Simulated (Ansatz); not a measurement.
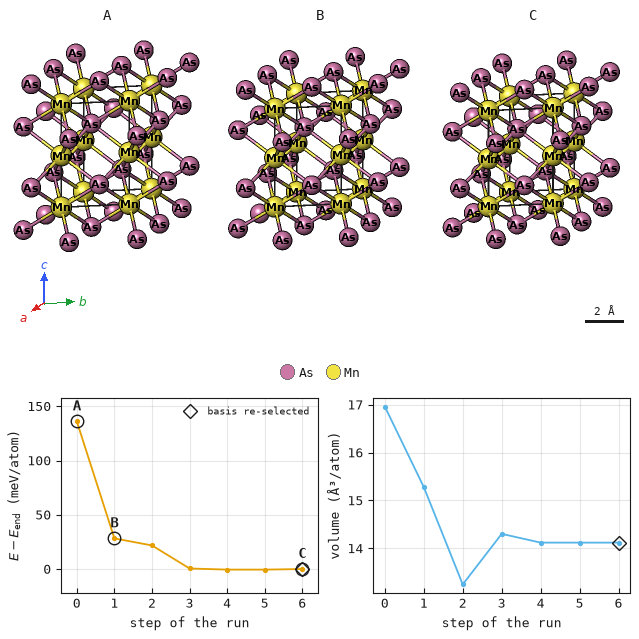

Frames of a relaxation of crystalline MnAs (set up in P6_3/mmc), marked on the history of the run. Style: ball-and-stick. Shown: the cell of the calculation, slightly off an axis.

The run lets cell and atoms move.

The calculation used Ansatz, Kohn-Sham DFT of a periodic cell, PBEsol with D3(BJ), Ansatz PAW.

Input
```yaml
crystal:
  lattice:
    - [3.71, 0.0, 0.0]
    - [-1.855, 3.212954248, 0.0]
    - [0.0, 0.0, 5.691]
  atoms:
    - { symbol: As, position: [0.6666666667, 0.3333333333, 0.75] }
    - { symbol: As, position: [0.3333333333, 0.6666666667, 0.25] }
    - { symbol: Mn, position: [0.0, 0.0, 0.5], spin: 4.0 }
    - { symbol: Mn, position: [0.0, 0.0, 0.0], spin: 4.0 }
hamiltonian:
  xc: pbesol
  pseudopotentials: { kind: paw }
  dispersion: d3bj
magnetization:
  spin_polarized: true
kpoints:
  mp_grid: { grid: [8, 8, 5] }
scf:
  occupations: { method: fermi_dirac, width: 0.05 }
output:
  forces: true
  stress: true
relax:
  f_tol: 0.01
  max_steps: 40
  cell: { stress_tol: 0.05 }
```

Command:
```bash
ansatz run input.yaml --threads 2 --pin off --max-ram 5632MiB --backend cpu --events-out ev --progress --plain --runs-dir out
```

> What happens along the run?

After 5 accepted moves (6 points after the start) the energy has fallen by 136 meV per atom. All forces vanish by symmetry, so only the cell relaxes. The pressure goes from −11.91 to −0.02 GPa. The SCF was repeated once at an unchanged geometry on a basis and grid sized afresh for the cell, which shifted the energy by 0.5 meV per atom at most. No atom moves by more than 0.005 Å relative to the cell. The volume changes by −16.7 %, with a = b 3.710 → 3.517 Å (−5.2 %), c 5.691 → 5.273 Å (−7.3 %). Among the contacts that change: Mn–Mn 2.845 → 2.637 Å, As–Mn 2.571 → 2.421 Å. The space group stays P6_3/mmc (No. 194). The run took 38 s on 2 threads of Intel(R) Xeon(R) Platinum 8175M CPU @ 2.50GHz (Skylake/Cascade Lake), on a shared host, peak memory 0.49 GiB. From step 0 to 1: volume −9.9 %, energy −108 meV per atom. From step 1 to 6: volume −7.6 %, energy −28.2 meV per atom.

Limits of the set-up: only the magnetic order of this start and cell was tried (total moment 4.4 μB per cell).
